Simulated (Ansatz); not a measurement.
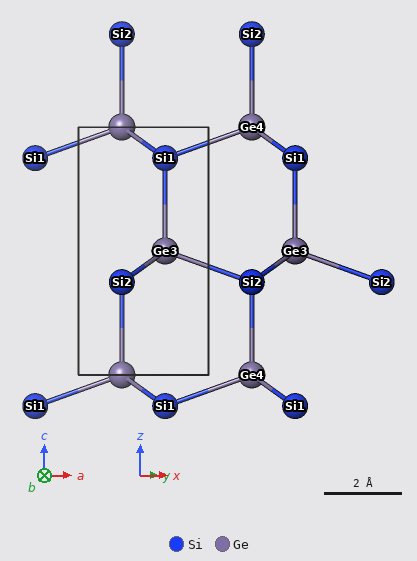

A scan of a crystal of SiGe (P6_3mc): the ratio of the cell's length along z to its lengths across, counted as 1 for the reference, is changed at fixed volume (a c/a path), with the atoms kept at their fractional coordinates. x, y and z are the Cartesian axes of the input. The picture shows the reference cell. A ball-and-stick model of the cell of the calculation, repeated 2 × 2 × 1 with one cell outlined, seen along the b axis.

Theory: Ansatz 0.2.0, DFT r2SCAN, scalar-relativistic, plane waves, PAW. (plane-wave cutoff 500 eV; k-point mesh 12 × 12 × 6; occupations gaussian; smearing width 0.05 eV; no spin polarisation). Energies (free energies at the smearing named) are counted from the cell as listed in its source, which wasn't relaxed.

Input file:
```yaml
crystal:
  lattice:
    - [3.9044512986, 0.0, 0.0]
    - [-1.9522256493, 3.3813540124, 0.0]
    - [0.0, 0.0, 6.450783]
  atoms:
    - { symbol: Si, position: [0.6666666667, 0.3333333333, 0.874607] }
    - { symbol: Si, position: [0.3333333333, 0.6666666667, 0.374607] }
    - { symbol: Ge, position: [0.6666666667, 0.3333333333, 0.500392] }
    - { symbol: Ge, position: [0.3333333333, 0.6666666667, 0.000392] }
basis:
  ecutwfc: 500
kpoints:
  mp_grid: { grid: [12, 12, 6] }
hamiltonian:
  xc: r2scan
scf:
  occupations: { method: gaussian, width: 0.05 }
output:
  forces: true
  stress: true
  eigenvalues: true
```

Run as
```bash
ansatz run input.yaml --threads 1 --pin off --max-ram 2560MiB --backend cpu --events-out ev --progress --plain --runs-dir out
```

### What energies does the calculation give (the relative ratio: 0.80, 0.85, 0.92, 0.96, 1.00, 1.05, 1.10, 1.20, 1.30)?

| axial ratio over its reference value | ΔE (meV/atom) |
| --- | --- |
| 0.80 | 575 |
| 0.85 | 293 |
| 0.92 | 73 |
| 0.96 | 17 |
| 1.00 | 0 |
| 1.05 | 22 |
| 1.10 | 79 |
| 1.20 | 265 |
| 1.30 | 486 |

Of the computed points the lowest is at the relative ratio 1.00, 0 meV/atom. The distortion keeps the space group P6_3mc. At the relative ratio 1.30 the cell of the drawing goes a 3.904 → 3.577 Å, b 3.904 → 3.577 Å, c 6.451 → 7.684 Å. The band gap on the mesh, 0.66 eV in the reference, closes at 0.80, 0.85, 0.92, 1.20, 1.30.
